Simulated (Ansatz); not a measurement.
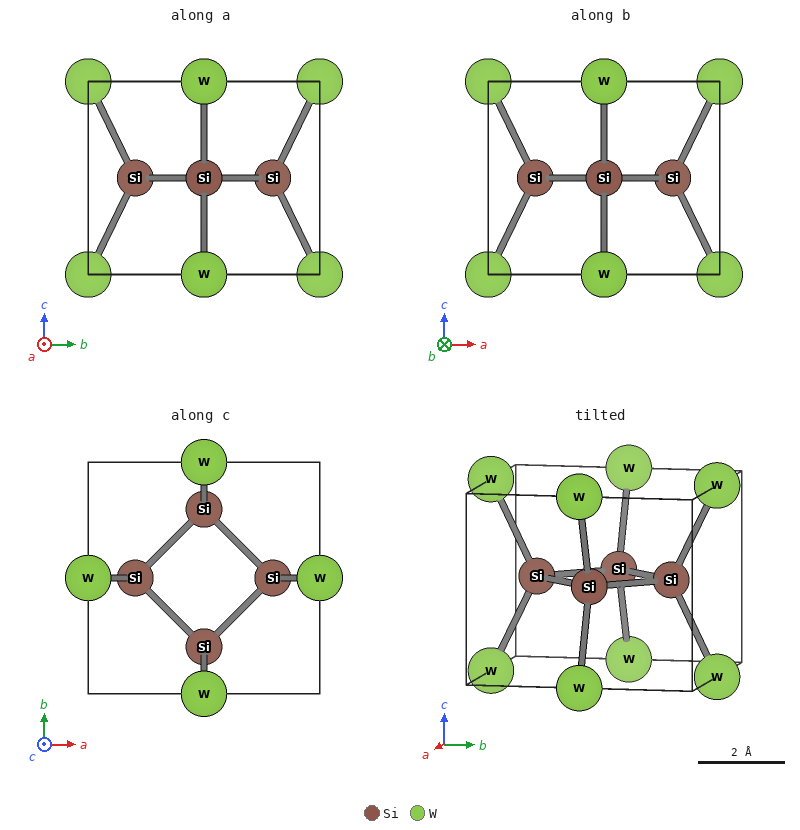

Ball-and-stick representation of a periodic structure, projected along the a axis, along the b axis, along the c axis and slightly off an axis. The conventional unit cell is drawn as a box.

Lattice parameters: a = 5.4300 Å, b = 5.4300 Å, c = 4.5268 Å, α = 90.000°, β = 90.000°, γ = 90.000°.

Q: Reconstruct the structure as a CIF in P1 with every atom of the cell, with free fractional coordinates to two decimals.

A:
```cif
data_structure
_symmetry_space_group_name_H-M 'P 1'
_symmetry_Int_Tables_number 1
_cell_length_a 5.4300
_cell_length_b 5.4300
_cell_length_c 4.5268
_cell_angle_alpha 90.000
_cell_angle_beta 90.000
_cell_angle_gamma 90.000
_cell_volume 133.47
loop_
_atom_site_label
_atom_site_type_symbol
_atom_site_fract_x
_atom_site_fract_y
_atom_site_fract_z
_atom_site_occupancy
Si1 Si 0.80 0.50 0.50 1
Si2 Si 0.20 0.50 0.50 1
Si3 Si 0.50 0.80 0.50 1
Si4 Si 0.50 0.20 0.50 1
W1 W 0.50 0.00 0.00 1
W2 W 0.00 0.50 0.00 1
```

The structure was taken from a random cell made by a generator, so it need not be a real form of the compound. The structure drawn was relaxed with DFT PBE, scalar-relativistic, plane waves, PAW in Ansatz 0.2.0.
